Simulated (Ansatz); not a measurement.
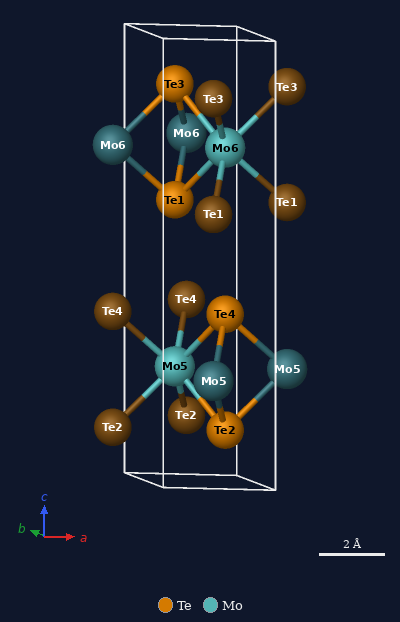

The structure as given in the input (ball-and-stick view of the cell of the calculation, seen slightly off an axis; neighbours outside the cell are drawn fainter; atoms are numbered from 1 in the order of the input). Near neighbours in the crystal (not all of them lie inside the picture): Te has 3 Mo at 2.72 Å; Mo has 6 Te at 2.72 Å.

**Two runs on MoTe2**

System: MoTe2 (6 atoms in the cell).
Method of the first run: DFT PBEsol, scalar-relativistic, plane waves, PAW, spin-polarised (Ansatz 0.2.0).

The structure derives from an entry of the Crystallography Open Database. Text and figures count atoms from 1; the logs count them from 0 in places.

### Input file, the first run
```yaml
crystal:
  lattice:
    - [3.51819974, 0.0, 0.0]
    - [-1.75909987, 3.04685035, 0.0]
    - [0.0, 0.0, 13.97359995]
  atoms:
    - { symbol: Te, position: [0.3333333333, 0.6666666667, 0.621] }
    - { symbol: Te, position: [0.6666666667, 0.3333333333, 0.121] }
    - { symbol: Te, position: [0.3333333333, 0.6666666667, 0.879] }
    - { symbol: Te, position: [0.6666666667, 0.3333333333, 0.379] }
    - { symbol: Mo, position: [0.3333333333, 0.6666666667, 0.25], spin: 2.0 }
    - { symbol: Mo, position: [0.6666666667, 0.3333333333, 0.75], spin: -2.0 }
basis:
  ecutwfc: 420
  ecutrho_ratio: 4
kpoints:
  mp_grid: { grid: [6, 6, 2] }
hamiltonian:
  xc: pbesol
scf:
  occupations: { method: gaussian, width: 0.05 }
  lower_state_search: "off"
  max_iter: 150
output:
  forces: true
  stress: true
  eigenvalues: true
  populations: true
  hubbard: { sites: [{ site: 4, l: d }, { site: 5, l: d }] }
magnetization:
  spin_polarized: true
  spin_locking: { lock_spins: true, n_iters: 12 }
```

Command:
```bash
ansatz run input.yaml --threads 4 --pin off --max-ram 6144MiB --backend cpu --events-out ev --progress --plain --runs-dir out
```

Hardware: 4 threads of Arm Neoverse V2, 24 GiB of memory available, shared host.

### Output, shortened to warnings, some set-up lines, iterations and results (the first run)
```
Warning: output.stress: scf.convergence.dr2_threshold = 1e-7 eV (the SCF's general default) is looser than the 6e-10 eV advised for a printed stress (1e-10 eV for each atom of the cell: 6). What an SCF threshold leaves in a stress goes as its square root, and in the free energy as the threshold itself, and one threshold admits the most on a small cell: of the crystals measured, under no hybrid …
WARN: the starting moments were not kept: the SCF closed with an absolute magnetisation of 8.8e-6 μB, where they sum to 4 μB in size (2 sites). That is at most 0.1 of that sum. Measured as dr2_m measures the in/out step, that magnetisation stands 2.7e-12 eV from none, at or under the dr2_threshold of 1.0e-7 eV: it is no larger than a step whose dr2_m would equal this threshold. The system may …
Basis set: ecut = 420 eV, 2909 PW (Γ), exchange–correlation on 48×48×192 points (8 copies of the dense FFT grid, shifted against one another)
Symmetry: 12 space group operations
k-points: 14 of 72 (time reversal used)
Initial density: superposition of atomic densities (chi_scale 0.1, normalization cell)
[...]
SCF iter   1: F=—  HF=-37401.561508 eV  |F-HF|=—  |Δ(HF+E_count)|=         —  Δρ=4.32e-2 (↑4.32e-2 ↓4.32e-2)  dr2=4.61e0  dr2_m=1.76e0  M=0.000 μB ∫|m|=2.592 μB  β_m=0.30  …
SCF iter   2: F=—  HF=-37400.973210 eV  |F-HF|=—  |Δ(HF+E_count)|=   5.88e-1  Δρ=1.78e-2 (↑1.78e-2 ↓1.78e-2)  dr2=1.70e0  dr2_m=2.77e-1  M=0.000 μB ∫|m|=4.462 μB  β_m=0.36  …
SCF iter   3: F=—  HF=-37400.887625 eV  |F-HF|=—  |Δ(HF+E_count)|=   8.56e-2  Δρ=1.24e-2 (↑1.24e-2 ↓1.24e-2)  dr2=1.15e0  dr2_m=1.25e-1  M=0.000 μB ∫|m|=4.587 μB  β_m=0.68  …
SCF iter   4: F=—  HF=-37400.610573 eV  |F-HF|=—  |Δ(HF+E_count)|=   2.77e-1  Δρ=2.95e-3 (↑2.86e-3 ↓2.95e-3)  dr2=9.38e-2  dr2_m=8.29e-3  M=0.000 μB ∫|m|=4.858 μB  β_m=0.82  …
SCF iter   5: F=—  HF=-37400.526439 eV  |F-HF|=—  |Δ(HF+E_count)|=   8.41e-2  Δρ=2.19e-3 (↑1.22e-3 ↓2.19e-3)  dr2=3.14e-2  dr2_m=3.30e-3  M=0.015 μB ∫|m|=4.624 μB  β_m=0.82  …
[... 22 lines ...]
SCF iter  28: F=—  HF=-37402.708342 eV  |F-HF|=—  |Δ(HF+E_count)|=   3.49e-7  Δρ=9.82e-6 (↑9.82e-6 ↓9.58e-6)  dr2=1.91e-6  dr2_m=2.88e-8  M=0.000 μB ∫|m|=0.000 μB  β_m=0.93  …
SCF iter  29: F=—  HF=-37402.708341 eV  |F-HF|=—  |Δ(HF+E_count)|=   1.07e-7  Δρ=4.89e-6 (↑4.60e-6 ↓4.89e-6)  dr2=7.33e-7  dr2_m=2.36e-9  M=0.000 μB ∫|m|=0.000 μB  β_m=0.97  …
SCF iter  30: F=-37402.708341 eV  HF=-37402.708341 eV  |F-HF|=4.99e-8  |Δ(HF+E_count)|=   5.51e-8  Δρ=2.05e-6 (↑2.05e-6 ↓1.84e-6)  dr2=6.02e-8  dr2_m=1.81e-10  M=0.000 μB …
SCF iter  31: F=-37402.708341 eV  HF=-37402.708341 eV  |F-HF|=1.39e-8  |Δ(HF+E_count)|=   4.78e-9  Δρ=1.15e-6 (↑1.15e-6 ↓9.61e-7)  dr2=1.70e-8  dr2_m=5.50e-11  M=0.000 μB …
SCF 1 converged in 31 iterations: F = -37402.708341 eV  dr2 = 1.70e-8
SCF converged after 31 iterations
Magnetization: 0.0000 μB (46.0000 up, 46.0000 down)
Absolute magnetization: 0.0000 μB (∫|ρ↑−ρ↓|, with the PAW one-centre terms)
Spin contamination: 0.0000 ħ² per cell (⟨S²⟩ above its minimum at these occupations)
Per-site moments (μB) at R_I (Å): [(-1.7684108576617728e-7, 1.1202437071482176), (2.0529121366229065e-7, 1.1202437071482176), (-1.7684108598916408e-7, 1.1202437071482176), (2.0529121385863117e-7, 1.1202437071482174), (7.142009631255537e-7, 1.1202437071482174), (-7.861409949152707e-7, …
--- Magnetisation constraints (ε_frz = 1.0e-4 eV) ---
  site  kind      target   achieved (μB)  |Δ|max (μB)  g (eV/μB)  λ_eff  esc  ok  flags
  4     per_site  +2.0000  +0.0000        2.00e0       -0.00e0    0.000  0    —   released
  5     per_site  -2.0000  -0.0000        2.00e0       +0.00e0    0.000  0    —   released
Free energy (F): -37402.708341 eV
Harris-Foulkes:  -37402.708341 eV  (|F-HF|=1.39e-8)
Internal energy: -37402.708341 eV  (E = F + TS)
E sigma→0 (E₀):  -37402.708341 eV
Fermi energy:    12.729156 eV
--- Per-component energies (eV) ---
  E_band       = -1153.637984
  E_kinetic    = 1610.302020
  E_local      = -7406.068816  (includes V_loc(G=0)·N_el)
  E_nonlocal   = -939.297192
  E_hartree    = 4135.917259
  E_xc         = -860.270286
  E_vxc        = -876.313076  (∫ρ·V_xc dr)
  E_paw        = -24628.586553  (= ΣΔE_a)
  E_vpaw       = -1814.092784  (= ΣTr[D̂ρ^β])
  E_aug_tail   = -0.000611  (compensation charges beyond the density's cutoff)
  E_ewald      = -9316.622022
  E_core_change = 1.917859  (= ΣΔE_core)
  E_smearing   = -0.000000  (= −TS)
  E_closure    = 0.000000  (closes the sum)
  Σ components = -37402.708341   (vs F -37402.708341, Δ=0.00e0)
--- Forces (eV/Å), atoms counted from 1 ---
  atom   1  Te     0.00000000     0.00000000     0.08610539
  atom   2  Te    -0.00000000     0.00000000     0.08606135
  atom   3  Te     0.00000000     0.00000000    -0.08610539
  atom   4  Te    -0.00000000     0.00000000    -0.08606135
  atom   5  Mo     0.00000000    -0.00000000     0.00000000
  atom   6  Mo    -0.00000000     0.00000000     0.00000000
  max |Σ_I F_I| component: 9.25e-18 eV/Å
--- Stress (GPa, compression-positive) ---
       -1.304295       0.000000      -0.000000
        0.000000      -1.304295      -0.000000
       -0.000000      -0.000000      -0.708392
  P = ⅓ Tr σ = -1.1057 GPa (-11.057 kbar)
--- Löwdin populations: 6 sites ---
  site symbol       q [e]    m [muB]
     0     Te     15.8703    -0.0000
     1     Te     15.8703     0.0000
     2     Te     15.8703    -0.0000
     3     Te     15.8703     0.0000
     4     Mo     14.0598    -0.0000
     5     Mo     14.0598     0.0000
[...]
```

For the second run the input was changed thus:
```diff
+  write_density: true
+  write_potential: true
+  elf: true
+  volumetric_format: npy
-  spin_locking: { lock_spins: true, n_iters: 12 }
```

How does the second run compare with the first run?

The total moment is fixed by the input in the first run, so the state need not be the lowest. The energy is the same within 0.01 meV per atom.

### Output, shortened to warnings, some set-up lines, iterations and results (the second run)
```
WARN: the starting moments were not kept: the SCF closed with an absolute magnetisation of 1.5e-6 μB, where they sum to 4 μB in size (2 sites). That is at most 0.1 of that sum. Measured as dr2_m measures the in/out step, that magnetisation stands 6.3e-14 eV from none, at or under the dr2_threshold of 1.0e-7 eV: it is no larger than a step whose dr2_m would equal this threshold. The system may …
Basis set: ecut = 420 eV, 2909 PW (Γ), exchange–correlation on 48×48×192 points (8 copies of the dense FFT grid, shifted against one another)
Symmetry: 12 space group operations
k-points: 14 of 72 (time reversal used)
Initial density: superposition of atomic densities (chi_scale 0.1, normalization cell)
[...]
SCF iter   1: F=—  HF=-37403.159168 eV  |F-HF|=—  |Δ(HF+E_count)|=         —  Δρ=5.10e-2 (↑5.10e-2 ↓5.10e-2)  dr2=5.21e0  dr2_m=2.68e0  M=-0.000 μB ∫|m|=1.214 μB  β_m=0.30  …
SCF iter   2: F=—  HF=-37402.669928 eV  |F-HF|=—  |Δ(HF+E_count)|=   4.89e-1  Δρ=3.44e-2 (↑3.44e-2 ↓3.44e-2)  dr2=1.70e0  dr2_m=1.38e0  M=-0.000 μB ∫|m|=1.070 μB  β_m=0.30  …
SCF iter   3: F=—  HF=-37402.595280 eV  |F-HF|=—  |Δ(HF+E_count)|=   7.46e-2  Δρ=2.48e-2 (↑2.48e-2 ↓2.48e-2)  dr2=7.83e-1  dr2_m=7.48e-1  M=0.000 μB ∫|m|=0.889 μB  β_m=0.30  …
SCF iter   4: F=—  HF=-37402.532711 eV  |F-HF|=—  |Δ(HF+E_count)|=   6.26e-2  Δρ=1.74e-2 (↑1.74e-2 ↓1.74e-2)  dr2=3.01e-2  dr2_m=4.09e-1  M=0.000 μB ∫|m|=0.729 μB  β_m=0.30  …
SCF iter   5: F=—  HF=-37402.602886 eV  |F-HF|=—  |Δ(HF+E_count)|=   7.02e-2  Δρ=1.30e-2 (↑1.30e-2 ↓1.30e-2)  dr2=1.02e-2  dr2_m=2.30e-1  M=0.000 μB ∫|m|=0.593 μB  β_m=0.30  …
[... 7 lines ...]
SCF iter  13: F=—  HF=-37402.708341 eV  |F-HF|=—  |Δ(HF+E_count)|=   5.07e-6  Δρ=2.84e-5 (↑2.83e-5 ↓2.84e-5)  dr2=5.08e-6  dr2_m=7.27e-7  M=0.000 μB ∫|m|=0.003 μB  β_m=0.90  …
SCF iter  14: F=—  HF=-37402.708341 eV  |F-HF|=—  |Δ(HF+E_count)|=   8.35e-7  Δρ=5.19e-6 (↑5.19e-6 ↓5.14e-6)  dr2=1.73e-7  dr2_m=2.16e-8  M=0.000 μB ∫|m|=0.000 μB  β_m=0.81  …
SCF iter  15: F=-37402.708341 eV  HF=-37402.708341 eV  |F-HF|=2.91e-11  |Δ(HF+E_count)|=   2.82e-8  Δρ=5.25e-7 (↑4.54e-7 ↓5.25e-7)  dr2=1.41e-9  dr2_m=1.58e-10  M=0.000 μB …
SCF iter  16: F=-37402.708341 eV  HF=-37402.708341 eV  |F-HF|=9.31e-10  |Δ(HF+E_count)|=  7.86e-10  Δρ=2.40e-7 (↑2.27e-7 ↓2.40e-7)  dr2=1.09e-9  dr2_m=9.45e-13  M=0.000 μB …
SCF 1 converged in 16 iterations: F = -37402.708341 eV  dr2 = 1.09e-9
SCF converged after 16 iterations
Magnetization: 0.0000 μB (46.0000 up, 46.0000 down)
Absolute magnetization: 0.0000 μB (∫|ρ↑−ρ↓|, with the PAW one-centre terms)
Spin contamination: 0.0000 ħ² per cell (⟨S²⟩ above its minimum at these occupations)
Per-site moments (μB) at R_I (Å): [(-8.055318894690233e-8, 1.1202437071482176), (8.107652013391298e-8, 1.1202437071482176), (-8.055318889681936e-8, 1.1202437071482176), (8.107651972416304e-8, 1.1202437071482174), (-1.4111372979384703e-7, 1.1202437071482174), (1.3896895457157807e-7, …
Free energy (F): -37402.708341 eV
Harris-Foulkes:  -37402.708341 eV  (|F-HF|=9.31e-10)
Internal energy: -37402.708341 eV  (E = F + TS)
E sigma→0 (E₀):  -37402.708341 eV
Fermi energy:    12.729163 eV
--- Per-component energies (eV) ---
  E_band       = -1153.636938
  E_kinetic    = 1610.301992
  E_local      = -7406.068448  (includes V_loc(G=0)·N_el)
  E_nonlocal   = -939.297043
  E_hartree    = 4135.916811
  E_xc         = -860.270211
  E_vxc        = -876.312986  (∫ρ·V_xc dr)
  E_paw        = -24628.586669  (= ΣΔE_a)
  E_vpaw       = -1814.093020  (= ΣTr[D̂ρ^β])
  E_aug_tail   = -0.000611  (compensation charges beyond the density's cutoff)
  E_ewald      = -9316.622022
  E_core_change = 1.917859  (= ΣΔE_core)
  E_smearing   = -0.000000  (= −TS)
  E_closure    = -0.000000  (closes the sum)
  Σ components = -37402.708341   (vs F -37402.708341, Δ=0.00e0)
--- Forces (eV/Å), atoms counted from 1 ---
  atom   1  Te     0.00000000     0.00000000     0.08608325
  atom   2  Te    -0.00000000     0.00000000     0.08607218
  atom   3  Te     0.00000000     0.00000000    -0.08608325
  atom   4  Te    -0.00000000     0.00000000    -0.08607218
  atom   5  Mo     0.00000000    -0.00000000     0.00000000
  atom   6  Mo    -0.00000000     0.00000000     0.00000000
  max |Σ_I F_I| component: 9.25e-18 eV/Å
--- Stress (GPa, compression-positive) ---
       -1.304355       0.000000       0.000000
        0.000000      -1.304355       0.000000
        0.000000       0.000000      -0.708560
  P = ⅓ Tr σ = -1.1058 GPa (-11.058 kbar)
--- Löwdin populations: 6 sites ---
  site symbol       q [e]    m [muB]
     0     Te     15.8703    -0.0000
     1     Te     15.8703     0.0000
     2     Te     15.8703    -0.0000
     3     Te     15.8703     0.0000
     4     Mo     14.0598    -0.0000
     5     Mo     14.0598     0.0000
  spilling = 0.004340 (of n_electrons = 92.000000)
--- Occupation matrices: 2 shells (Löwdin-built; ε = 2.00e-2, provisional) ---
  Mo4 d_4D: site group D3h (-6m2)
  Mo4 d_4D up     Tr n = 2.7666  λ = 0.539 0.539 0.558 0.558 0.572  [5× z2 0.20 E''(0.40)]
  Mo4 d_4D dn     Tr n = 2.7666  λ = 0.539 0.539 0.558 0.558 0.572  [5× z2 0.20 E''(0.40)]
[...]
```

### The two runs side by side

```tsv
quantity	the first run	the second run
outcome	converged	converged
free energy per atom (eV)	−6233.7847	−6233.7847
gap on the mesh (eV)	0.80	0.80
net moment of the cell (μB)	0.00	0.00
absolute moment of the cell (μB)	0.00	0.00
pressure (GPa)	−1.11	−1.11
largest force (eV/Å)	0.086	0.086
irreducible k-points	14	14
plane waves at Γ	2909	2909
SCF iterations	–	16
wall time (shared host)	14 s	9.6 s
```

For the first run: Warnings: some starting moments were not kept; the SCF threshold is looser than advised for the printed stress. For the second run: Warnings: some starting moments were not kept.
